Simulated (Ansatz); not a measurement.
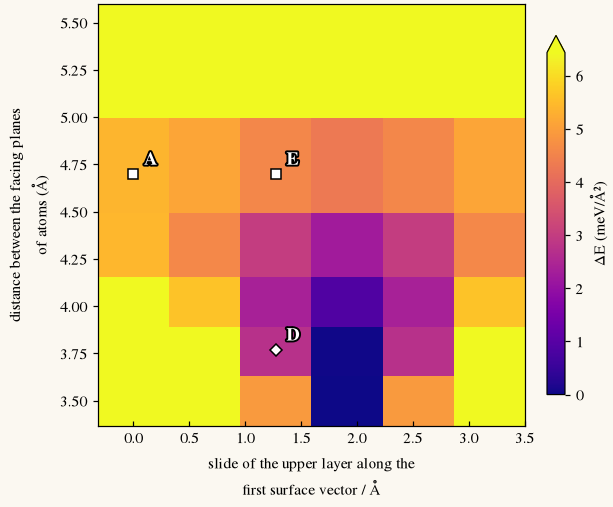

A bilayer of two SnO sheets, the upper one turned by 180 degrees about the normal (8 atoms in the cell). The upper layer of a bilayer is slid along a line and lifted, both layers rigid. First axis: slide of the upper layer along the first surface vector, from Sn5 above Sn4. Second axis: distance between the facing planes of atoms. Grid: 6 × 6 points; 24 points were computed and 12 follow by symmetry. Points are written as (first, second). Energies are in meV/Å², from the lowest grid point. Method: DFT PBE+D3(BJ), scalar-relativistic, plane waves, PAW in Ansatz. Settings: cutoff 420 eV, k-mesh 7×7×1, gaussian smearing 0.05 eV, no spin polarisation.

Drawn: one coloured cell a grid point, one colour for all values above the top of the scale, lettered points.

> Rank the lettered points by energy, lowest first.

D (2.7 meV/Å²), E (4.6 meV/Å²), A (5.4 meV/Å²).

PAW datasets: the set soft_1.
